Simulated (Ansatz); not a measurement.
B6As: phonon calculation

System: B6As (R-3m, 14 atoms in the cell).
Method: DFT LDA, scalar-relativistic, plane waves, PAW, no spin polarisation (Ansatz 0.2.0).

The structure derives from a Materials Project entry. It belongs to a series of runs on one base structure; here: zone-centre phonons and field response. Figures and captions count atoms from 1; the log counts them from 0 in places.

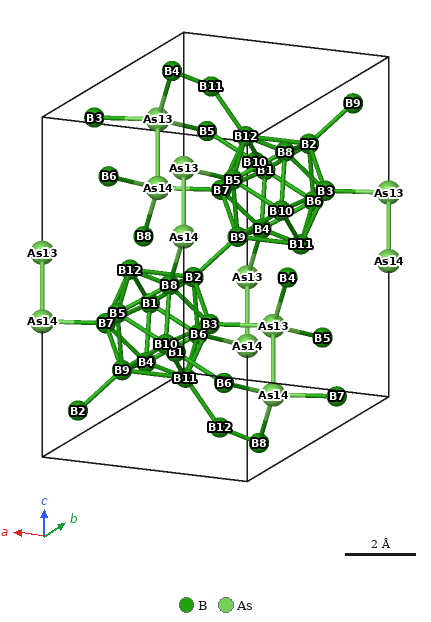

Figure 1. The structure as given in the input (ball-and-stick view of the cell 3 times as large as that of the calculation, set on its symmetry axes, seen at an oblique angle; atoms are numbered from 1 in the order of the input). An atom can appear more than once, as a periodic image. Near neighbours in the periodic cell (some may lie outside the picture): B has 6 B at 1.76 to 1.88 Å; B has 1 As at 1.98 Å and 5 B at 1.71 to 1.79 Å; As has 1 As at 2.37 Å and 3 B at 1.98 Å.

**Results in brief**

```tsv
quantity	value
outcome	converged
space group (tolerance 0.01 Å)	R-3m (166)
electrons treated	66
free energy	−11347.0743 eV
Fermi energy	8.526 eV
gap on the k-point mesh	2.66 eV
ε∞ (xx, yy, zz)	7.51, 7.51, 7.76
Born charges (mean of the diagonal)	As13, As14 (0.99 e); B3, B4, B5, B6, B7, B8 (−0.21 e); B1, B2, B9, B10, B11, B12 (−0.12 e)
hardware	4 threads of Intel Xeon @ 2.70GHz, 189 GiB of memory available, shared host
wall time	5.1 min (CPU time 18 min)
peak memory	2.8 GiB
```

**Input file**
```yaml
crystal:
  lattice:
    - [3.0387590414, 1.7544283506, 3.916313473]
    - [-3.0387590414, 1.7544283506, 3.916313473]
    - [0.0, -3.5088567011, 3.916313473]
  atoms:
    - { symbol: B, position: [0.0155961129, 0.0155961129, 0.3243624079] }
    - { symbol: B, position: [0.0155961129, 0.3243624079, 0.0155961129] }
    - { symbol: B, position: [0.8218781704, 0.2725031723, 0.8218781704] }
    - { symbol: B, position: [0.8218781704, 0.8218781704, 0.2725031723] }
    - { symbol: B, position: [0.2725031723, 0.8218781704, 0.8218781704] }
    - { symbol: B, position: [0.7274968277, 0.1781218296, 0.1781218296] }
    - { symbol: B, position: [0.1781218296, 0.7274968277, 0.1781218296] }
    - { symbol: B, position: [0.1781218296, 0.1781218296, 0.7274968277] }
    - { symbol: B, position: [0.9844038871, 0.6756375921, 0.9844038871] }
    - { symbol: B, position: [0.9844038871, 0.9844038871, 0.6756375921] }
    - { symbol: B, position: [0.6756375921, 0.9844038871, 0.9844038871] }
    - { symbol: B, position: [0.3243624079, 0.0155961129, 0.0155961129] }
    - { symbol: As, position: [0.600864946, 0.600864946, 0.600864946] }
    - { symbol: As, position: [0.399135054, 0.399135054, 0.399135054] }
basis:
  ecutwfc: 420
kpoints:
  mp_grid: { grid: [6, 6, 6] }
hamiltonian:
  xc: lda
scf:
  occupations: { method: fixed }
output:
  eigenvalues: true
phonons:
  method: dfpt
  dielectric: true
  rigid_motions: translations
```

Run as:
```bash
ansatz run input.yaml --threads 4 --pin off --max-ram 12288MiB --backend cpu --events-out ev --progress --plain --runs-dir out
```

**Log**
```
Engine: ansatz 0.2.0, x86_64-unknown-linux-gnu
Pseudopotentials: kind: paw
Pseudopotential: B, paw, valence charge 3, recommended cutoff 420 eV (normal), B.paw.azcp
Pseudopotential: As, paw, valence charge 15, recommended cutoff 420 eV (normal), As.paw.azcp
Functional definition: SPW92
  exchange = slater_x
  correlation = pw_c
Crystal: 14 atoms, lattice volume = 125.274 Å³
Basis set: ecut = 420 eV, 2485 PW (Γ), exchange–correlation on 72×72×72 points (8 copies of the dense FFT grid, shifted against one another)
Bands: 47, of which v1, the nominal top of the filled ones, is band 33 counted from 1 (32 counted from 0)
Symmetry: 12 space group operations
k-points: 112 of 216 (irreducible under 1 space group operation, time reversal used)
Non-local potential: B, projectors of the file, l = 0: 2, l = 1: 2, l = 2: 1
Non-local potential: As, projectors of the file, l = 0: 2, l = 1: 2, l = 2: 3, l = 3: 1
PAW form: soft (Blöchl's): semilocal exchange-correlation on the pseudo side does not see the compensation charge
PAW frozen core: B, regenerated for the run's functional, and the local potential with it (the file was generated under x = pbe(κ = 0.804, μ = 0.2195149727645171), c = pbe(β = 0.06672455060314922))
PAW frozen core: As, regenerated for the run's functional, and the local potential with it (the file was generated under x = pbe(κ = 0.804, μ = 0.2195149727645171), c = pbe(β = 0.06672455060314922))
PAW one-centre angular grid: B, 110 points (default); XC on 64 Gauss nodes
PAW one-centre angular grid: As, 590 points (default); XC on 64 Gauss nodes
Initial density: superposition of atomic densities (neutral atoms: chi_scale 0, normalization atom), corrected by the library's trained network
Initial wavefunctions: pseudopotential atomic-orbital guess
Functional: x = slater, c = lda
SCF iter   1: F=—  HF=-11347.102464 eV  |F-HF|=—  |Δ(HF+E_count)|=         —  Δρ=6.74e-3  dr2=6.89e-2  ethr=1.77e-3  ⟨swp⟩=5.0  Hψ=18950  notcnv=0  defer=1258
preconditioner: auto → Resta (q_TF=auto, 2.452 Å⁻¹)  ε∞=4.5  [insulator: Δε(μ)=2.813 eV  Ē_g=12.092 eV  n_scr=32 (ndim 8)  ℏωp=22.5 eV  f_vac=0.000  ε∞_Penn≈4.5]
SCF iter   2: F=—  HF=-11347.080573 eV  |F-HF|=—  |Δ(HF+E_count)|=   2.19e-2  Δρ=3.70e-3  dr2=1.74e-2  ethr=1.04e-4  ⟨swp⟩=3.1  Hψ=10071  notcnv=0  defer=1336
SCF iter   3: F=—  HF=-11347.074583 eV  |F-HF|=—  |Δ(HF+E_count)|=   5.99e-3  Δρ=6.13e-4  dr2=3.57e-4  ethr=2.63e-5  ⟨swp⟩=2.8  Hψ=6667  notcnv=0  defer=1341
SCF iter   4: F=—  HF=-11347.074350 eV  |F-HF|=—  |Δ(HF+E_count)|=   2.33e-4  Δρ=2.45e-4  dr2=6.56e-5  ethr=5.41e-7  ⟨swp⟩=2.0  Hψ=8154  notcnv=0  defer=1341
SCF iter   5: F=—  HF=-11347.074338 eV  |F-HF|=—  |Δ(HF+E_count)|=   1.27e-5  Δρ=4.28e-5  dr2=3.02e-6  ethr=9.94e-8  ⟨swp⟩=2.9  Hψ=8124  notcnv=0  defer=1028
SCF iter   6: F=—  HF=-11347.074338 eV  |F-HF|=—  |Δ(HF+E_count)|=   5.20e-7  Δρ=1.32e-5  dr2=1.98e-7  ethr=4.57e-9  ⟨swp⟩=2.7  Hψ=8549  notcnv=0  defer=923
SCF iter   7: F=—  HF=-11347.074338 eV  |F-HF|=—  |Δ(HF+E_count)|=   2.74e-8  Δρ=1.98e-6  dr2=6.12e-9  ethr=3.00e-10  ⟨swp⟩=2.3  Hψ=6256  notcnv=0  defer=923
SCF iter   8: F=—  HF=-11347.074338 eV  |F-HF|=—  |Δ(HF+E_count)|=  1.75e-10  Δρ=3.66e-7  dr2=1.54e-10  ethr=9.27e-12  ⟨swp⟩=2.0  Hψ=8132  notcnv=0  defer=923
SCF iter   9: F=-11347.074338 eV  HF=-11347.074338 eV  |F-HF|=0.00e0  |Δ(HF+E_count)|=  7.28e-12  Δρ=4.93e-8  dr2=2.95e-12  ethr=1.00e-12  ⟨swp⟩=13.6  Hψ=33324  notcnv=0
SCF 1 converged in 9 iterations: F = -11347.074338 eV  dr2 = 2.95e-12
  greatest PAW one-centre occupation: 0.999 electrons in one spin orbital (limit 2), on the As atom at site 13 (counted from 0), in its partial waves of l = 2
NSCF: frozen V_eff on 6 k-points
DFPT response loops at Γ: preconditioner auto → Resta (q_TF=auto, 2.452 Å⁻¹)  ε∞=4.7 (no band partly filled); β = 1.00, the filter's whole step (`scf.mixing.beta` (0.50) is not read by the response loops at its default; to damp them type it under 1.00, their step now; it binds the ground state too); Broyden in place of MSR1
── the response to a field inside a basis, on 6×6×6 k-points: an SCF that follows is theirs, and a resumed run solves both again ──
Bands: 34, of which v1, the nominal top of the filled ones, is band 33 counted from 1 (32 counted from 0)
k-points: 28 of 216
Initial density: handed on by an earlier stage of this run
Initial wavefunctions: pseudopotential atomic-orbital guess (no wavefunctions were taken with the density)
Eigensolver: Dense (28 Hₖ)
SCF iter   1: F=—  HF=-11346.934529 eV  |F-HF|=—  |Δ(HF+E_count)|=         —  Δρ=4.08e-4  dr2=4.77e-5  ethr=1.00e-1
preconditioner: auto → Resta (q_TF=auto, 2.452 Å⁻¹)  ε∞=7.3  [insulator: Δε(μ)=2.984 eV  Ē_g=8.950 eV  n_scr=32 (ndim 8)  ℏωp=22.5 eV  f_vac=0.000  ε∞_Penn≈7.3]
SCF iter   2: F=—  HF=-11346.934554 eV  |F-HF|=—  |Δ(HF+E_count)|=   2.54e-5  Δρ=2.28e-4  dr2=1.59e-5  ethr=7.23e-8
SCF iter   3: F=—  HF=-11346.934565 eV  |F-HF|=—  |Δ(HF+E_count)|=   1.12e-5  Δρ=1.14e-5  dr2=1.16e-7  ethr=2.41e-8
SCF iter   4: F=-11346.934565 eV  HF=-11346.934565 eV  |F-HF|=1.36e-8  |Δ(HF+E_count)|=   1.33e-8  Δρ=4.88e-6  dr2=2.80e-8  ethr=1.75e-10
SCF 1 converged in 4 iterations: F = -11346.934565 eV  dr2 = 2.80e-8
  greatest PAW one-centre occupation: 0.999 electrons in one spin orbital (limit 2), on the As atom at site 12 (counted from 0), in its partial waves of l = 2
DFPT response loops at Γ: preconditioner auto → none (the input reference at scf.mixing.eps_inf says where Resta's filter doesn't serve); β = 0.50; Broyden in place of MSR1
SCF converged after 9 iterations
Free energy (F): -11347.074338 eV
Harris-Foulkes:  -11347.074338 eV  (|F-HF|=0.00e0)
Internal energy: -11347.074338 eV  (E = F + TS)
E sigma→0 (E₀):  -11347.074338 eV
Fermi energy:    8.525994 eV
--- Per-component energies (eV) ---
  E_band       = -378.473825
  E_kinetic    = 817.602467
  E_local      = -4269.215599  (includes V_loc(G=0)·N_el)
  E_nonlocal   = -1185.373669
  E_hartree    = 2236.196687
  E_xc         = -549.130137
  E_vxc        = -625.554652  (∫ρ·V_xc dr)
  E_paw        = -4381.645855  (= ΣΔE_a)
  E_vpaw       = 411.674293  (= ΣTr[D̂ρ^β])
  E_aug_tail   = -0.000022  (compensation charges beyond the density's cutoff)
  E_ewald      = -4020.208683
  E_core_change = 4.700472  (= ΣΔE_core)
  E_smearing   = -0.000000  (= −TS)
  E_closure    = -0.000000  (closes the sum)
  Σ components = -11347.074338   (vs F -11347.074338, Δ=0.00e0)
--- Band table (eV; the first three rows and the last of 112) ---
  k-point 0: bands = ["-26.2763", "-26.1817", "-26.1817", "-26.1279", "-26.1279", "-26.1178", "-26.0861", "-26.0861", "-26.0807", "-26.0807", "-6.3006", "-3.3845", "-1.5010", "-1.5010", "-1.4844", "-0.3787", "1.1200", "1.1200", "2.4326", "2.4326", "3.0134", "3.9123", "4.0034", "4.0034", "4.9085", "6.1837", "6.3281", "6.3281", "7.1651", "8.2821", "8.2821", "8.5227", "8.5227", "13.0499", "13.3026", "13.3026", "13.6064", "14.5227", "14.5227", "15.7789", "15.9492", "16.2520", "17.0841", "17.0841", "17.0916", "17.2330", "17.8196"]
  k-point 1: bands = ["-26.2763", "-26.1817", "-26.1816", "-26.1279", "-26.1279", "-26.1178", "-26.0862", "-26.0860", "-26.0808", "-26.0806", "-6.1925", "-3.6801", "-1.6167", "-1.5054", "-1.2824", "-0.6032", "1.2368", "1.4436", "2.1336", "2.6991", "3.0727", "3.3134", "4.5111", "4.9498", "5.2467", "5.5790", "5.7571", "6.4228", "7.5566", "7.9147", "8.1364", "8.1536", "8.5260", "12.7533", "13.1676", "13.5767", "13.7563", "14.5343", "14.6727", "15.5648", "15.5944", "15.9835", "16.7029", "16.9973", "17.1977", "17.4366", "17.7106"]
  k-point 2: bands = ["-26.2763", "-26.1819", "-26.1816", "-26.1280", "-26.1278", "-26.1178", "-26.0864", "-26.0856", "-26.0811", "-26.0804", "-5.9015", "-4.2821", "-1.7510", "-1.5101", "-1.0031", "-0.8476", "1.3144", "1.5662", "2.0060", "2.8638", "3.5441", "3.9517", "4.3766", "4.7869", "5.5331", "6.0793", "6.1992", "6.7586", "6.8182", "6.9749", "7.5890", "7.9128", "8.5115", "11.8378", "13.0907", "13.3164", "13.7823", "14.4859", "14.9493", "15.3716", "15.9614", "16.3576", "16.5411", "16.8825", "17.3999", "17.6620", "17.7349"]
  k-point 111: bands = ["-26.2763", "-26.1819", "-26.1819", "-26.1279", "-26.1279", "-26.1179", "-26.0855", "-26.0855", "-26.0810", "-26.0810", "-5.5824", "-3.8058", "-2.0708", "-1.8218", "-1.7768", "-1.7768", "0.7594", "0.7594", "3.1749", "3.1749", "3.5828", "4.8282", "5.7729", "5.7729", "5.9423", "5.9423", "6.7157", "6.9140", "7.6740", "7.6740", "7.7002", "7.7002", "8.4389", "11.3028", "12.3109", "12.3146", "13.1644", "13.1644", "14.7329", "14.7329", "15.0987", "15.3958", "15.4328", "15.4328", "15.9257", "15.9257", "18.4551"]
--- Phonons (Γ-DFPT): 7 representative perturbations + reference, on 112 of 216 k-points (Σ response iterations 23) ---
  k mesh reduced under 1 symmetry operation, with k and −k counted as one. Each operation leaves every solved perturbation unchanged. A smaller set is not considered because the run solves the response to a homogeneous field
  ASR residual: 7.813e-5 → 0.000e0 eV/Å²; symmetrization residual: 1.103e-5 eV/Å²
  ASR residual per site (eV/Å²): 1.13e-5 9.07e-6 3.08e-5 3.55e-5 3.08e-5 3.08e-5 3.08e-5 3.55e-5 9.07e-6 1.13e-5 9.07e-6 9.07e-6 7.81e-5 7.81e-5
  Γ frequencies (cm⁻¹): 0.00 0.00 0.00 228.50 238.04 238.04 305.52 380.36 380.36 410.46 488.35 488.35 503.75 503.75 570.30 600.08 600.08 603.47 648.08 698.82 698.82 747.50 747.50 755.48 760.33 760.33 809.39 810.50 810.50 813.75 813.75 846.29 909.71 917.00 982.84 984.50 984.50 994.44 994.44 1007.87 1030.79 1030.79
  ε∞ (high-frequency dielectric tensor):
        7.514275     0.000000     0.000000
        0.000000     7.514275     0.000000
        0.000000     0.000000     7.759655
  ε⁰ (static dielectric tensor: ions relaxed, cell fixed):
        7.716939    -0.000000    -0.000000
       -0.000000     7.716939     0.000000
       -0.000000     0.000000     8.545068
  ε⁰ − ε∞ (ionic part):
        0.202664    -0.000000    -0.000000
       -0.000000     0.202664     0.000000
       -0.000000     0.000000     0.785413
  softest optical mode at Γ: 228.50 cm⁻¹; the repairs (sum rule, projections) moved no ω² at Γ by more than (3.57 cm⁻¹)²
  Born effective charges Z* (e; rows j = field, columns β = displacement):
    site 0:
        -0.33059   -0.00000    0.00000
         0.00000    0.01988   -0.23970
         0.00000   -0.34881   -0.05596
    site 1:
        -0.06774   -0.15176   -0.20758
        -0.15176   -0.24297    0.11985
        -0.30208    0.17440   -0.05596
    site 2:
         0.10464   -0.39875    0.10229
        -0.39875   -0.35579   -0.05906
         0.30296   -0.17491   -0.37093
    site 3:
        -0.58601   -0.00000   -0.00000
         0.00000    0.33486    0.11812
        -0.00000    0.34983   -0.37093
    site 4:
         0.10464    0.39875   -0.10229
         0.39875   -0.35579   -0.05906
        -0.30296   -0.17491   -0.37093
    site 5:
         0.10464    0.39875   -0.10229
         0.39875   -0.35579   -0.05906
        -0.30296   -0.17491   -0.37093
    site 6:
         0.10464   -0.39875    0.10229
        -0.39875   -0.35579   -0.05906
         0.30296   -0.17491   -0.37093
    site 7:
        -0.58601   -0.00000    0.00000
         0.00000    0.33486    0.11812
        -0.00000    0.34983   -0.37093
    site 8:
        -0.06774   -0.15176   -0.20758
        -0.15176   -0.24297    0.11985
        -0.30208    0.17440   -0.05596
    site 9:
        -0.33059   -0.00000   -0.00000
         0.00000    0.01988   -0.23970
        -0.00000   -0.34881   -0.05596
    site 10:
        -0.06774    0.15176    0.20758
         0.15176   -0.24297    0.11985
         0.30208    0.17440   -0.05596
    site 11:
        -0.06774    0.15176    0.20758
         0.15176   -0.24297    0.11985
         0.30208    0.17440   -0.05596
    site 12:
         0.84278   -0.00000    0.00000
         0.00000    0.84278    0.00000
         0.00000    0.00000    1.28067
    site 13:
         0.84278   -0.00000   -0.00000
         0.00000    0.84278    0.00000
         0.00000    0.00000    1.28067
  Z* charge neutrality: 2.826e-3 e pre-enforcement
  solved inside a basis spanned on kpoints, on 6×6×6 k-points, its susceptibility summed on 10×10×10: ε∞ is read to err by 2.9e-2, Z* by 1.8e-2 e (field_mesh: kpoints solves on kpoints); Z* is corrected for what the basis lacks
  optical modes at Γ without the LO–TO term, one row a degenerate level:
      ω (cm⁻¹)  modes    IR ((D/Å)²/amu)
        228.50      1             2.0917
        238.04      2             0.0000
        305.52      1             0.0000
        380.36      2             1.9407
        410.46      1             0.0000
        488.35      2             0.4491
        503.75      2             0.0000
        570.30      1             0.0000
        600.08      2             0.4295
        603.47      1             0.8806
        648.08      1             0.0000
        698.82      2             0.0000
        747.50      2             0.0000
        755.48      1             0.0000
        760.33      2             1.4116
        809.39      1             0.0000
        810.50      2             0.0492
        813.75      2             0.0000
        846.29      1             0.6126
        909.71      1             0.0000
        917.00      1             2.3523
        982.84      1             0.0000
        984.50      2             0.0000
        994.44      2             4.7470
       1007.87      1             0.0000
       1030.79      2             0.0000
  optical modes at Γ + LO–TO along q̂ = [1.0000, 0.0000, 0.0000]:
      ω (cm⁻¹)  modes    IR ((D/Å)²/amu)
        228.50      1             2.0917
        238.04      2             0.0000
        305.52      1             0.0000
        380.36      1             0.9703
        383.18      1             0.9361
        410.46      1             0.0000
        488.35      1             0.2245
        488.88      1             0.2278
        503.75      2             0.0000
        570.30      1             0.0000
        600.08      1             0.2147
        600.49      1             0.2140
        603.47      1             0.8806
        648.08      1             0.0000
        698.82      2             0.0000
        747.50      2             0.0000
        755.48      1             0.0000
        760.33      1             0.7058
        761.37      1             0.6986
        809.39      1             0.0000
        810.50      1             0.0246
        810.53      1             0.0252
        813.75      2             0.0000
        846.29      1             0.6126
        909.71      1             0.0000
        917.00      1             2.3523
        982.84      1             0.0000
        984.50      2             0.0000
        994.44      1             2.3735
        997.16      1             2.4119
       1007.87      1             0.0000
       1030.79      2             0.0000
  optical modes at Γ + LO–TO along q̂ = [0.0000, 1.0000, 0.0000]:
      ω (cm⁻¹)  modes    IR ((D/Å)²/amu)
        228.50      1             2.0917
        238.04      2             0.0000
        305.52      1             0.0000
        380.36      1             0.9703
        383.18      1             0.9361
        410.46      1             0.0000
        488.35      1             0.2245
        488.88      1             0.2278
        503.75      2             0.0000
        570.30      1             0.0000
        600.08      1             0.2147
        600.49      1             0.2140
        603.47      1             0.8806
        648.08      1             0.0000
        698.82      2             0.0000
        747.50      2             0.0000
        755.48      1             0.0000
        760.33      1             0.7058
        761.37      1             0.6986
        809.39      1             0.0000
        810.50      1             0.0246
        810.53      1             0.0252
        813.75      2             0.0000
        846.29      1             0.6126
        909.71      1             0.0000
        917.00      1             2.3523
        982.84      1             0.0000
        984.50      2             0.0000
        994.44      1             2.3735
        997.16      1             2.4119
       1007.87      1             0.0000
       1030.79      2             0.0000
  optical modes at Γ + LO–TO along q̂ = [0.0000, 0.0000, 1.0000]:
      ω (cm⁻¹)  modes    IR ((D/Å)²/amu)
        238.04      2             0.0000
        238.19      1             2.0304
        305.52      1             0.0000
        380.36      2             1.9407
        410.46      1             0.0000
        488.35      2             0.4491
        503.75      2             0.0000
        570.30      1             0.0000
        600.08      2             0.4295
        605.07      1             0.8803
        648.08      1             0.0000
        698.82      2             0.0000
        747.50      2             0.0000
        755.48      1             0.0000
        760.33      2             1.4116
        809.39      1             0.0000
        810.50      2             0.0492
        813.75      2             0.0000
        847.07      1             0.5778
        909.71      1             0.0000
        919.86      1             2.4487
        982.84      1             0.0000
        984.50      2             0.0000
        994.44      2             4.7470
       1007.87      1             0.0000
       1030.79      2             0.0000
```

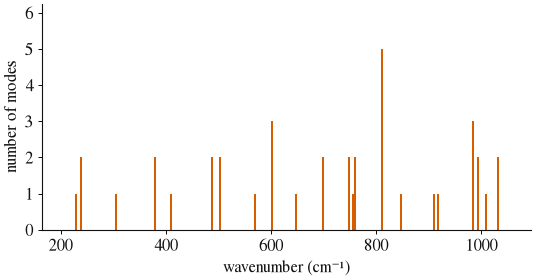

Figure 2. Optical phonons at the zone centre (no LO–TO term); neighbouring modes closer than 4 cm⁻¹ are counted in one stick. 39 modes from 228 to 1031 cm⁻¹, none imaginary.
